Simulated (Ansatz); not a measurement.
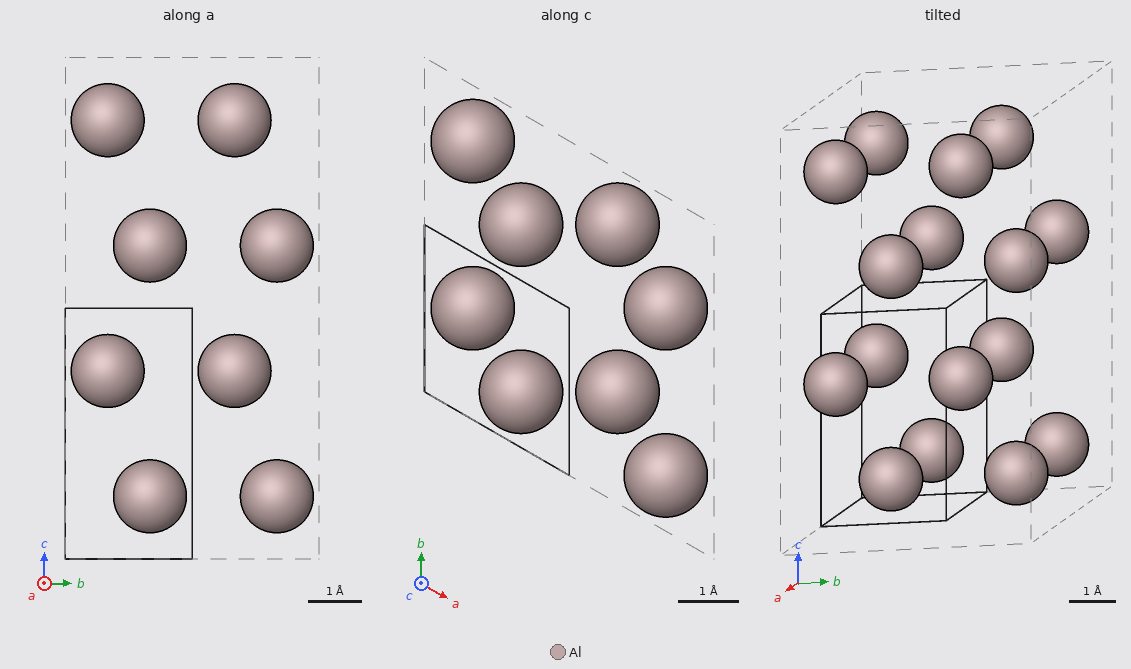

Crystal structure, spheres-only style, seen along the a axis, along the c axis and slightly off an axis. The drawing covers 2×2×2 cells, and the solid lines enclose one conventional unit cell. Cell: a = 2.808 Å, b = 2.808 Å, c = 4.806 Å, α = 90.00°, β = 90.00°, γ = 120.00°.

The element is aluminium. The lattice is primitive hexagonal and the space group P6_3/mmc (No. 194). In terms of structure types, this is hexagonal close-packed (Mg type). The cell holds two atoms.

The structure comes from a structure listed in the Materials Project. The cell was then strained or its atoms displaced on purpose. It went into a calculation with Ansatz.
